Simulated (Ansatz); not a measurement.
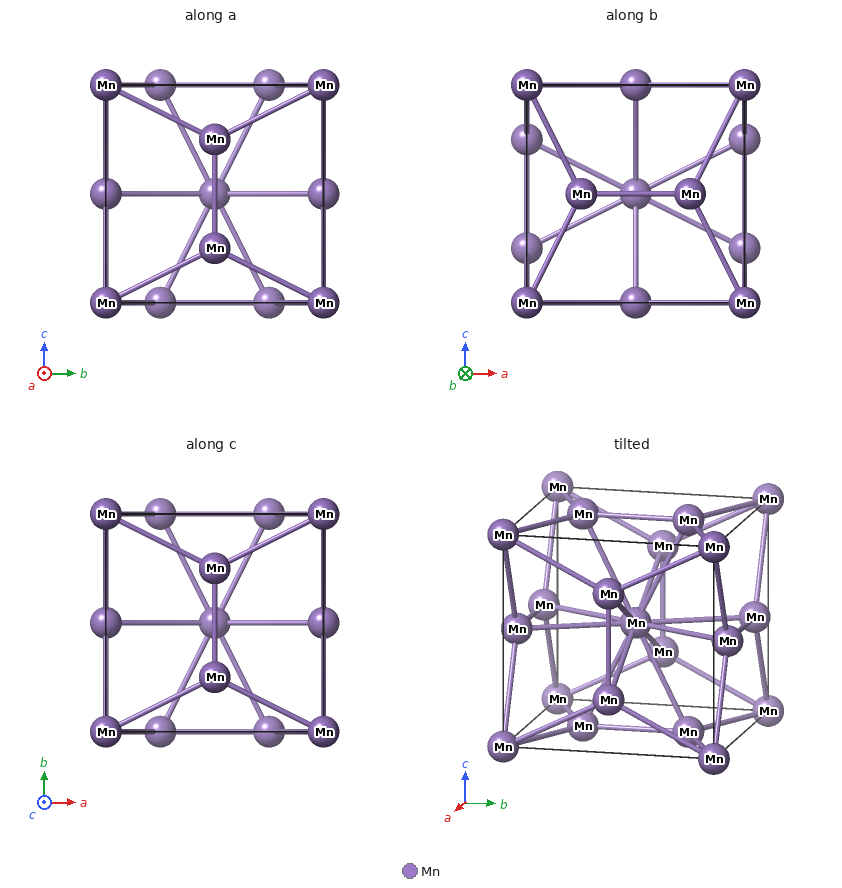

View along the a axis, along the b axis, along the c axis and slightly off an axis, drawn as a ball-and-stick model. One conventional unit cell is framed, with atoms on its boundary repeated.

Lattice parameters: a = 4.4492 Å, b = 4.4492 Å, c = 4.4492 Å, α = 90.000°, β = 90.000°, γ = 90.000°.

Convert the drawing into a CIF with its space group and independent sites.

Answer.
```cif
data_structure
_symmetry_space_group_name_H-M 'P m -3 n'
_symmetry_Int_Tables_number 223
_cell_length_a 4.4492
_cell_length_b 4.4492
_cell_length_c 4.4492
_cell_angle_alpha 90.000
_cell_angle_beta 90.000
_cell_angle_gamma 90.000
_cell_volume 88.07
loop_
_atom_site_label
_atom_site_type_symbol
_atom_site_symmetry_multiplicity
_atom_site_Wyckoff_symbol
_atom_site_fract_x
_atom_site_fract_y
_atom_site_fract_z
_atom_site_occupancy
Mn1 Mn 2 a 0.0000 0.0000 0.0000 1
Mn2 Mn 6 c 0.2500 0.0000 0.5000 1
```

Starting structure: a structure type filled with this element by a generator (whether the element takes this form wasn't checked). What is shown is the relaxed result from DFT, RPBE, plane waves (420 eV) with PAW, scalar-relativistic (Ansatz 0.2.0).
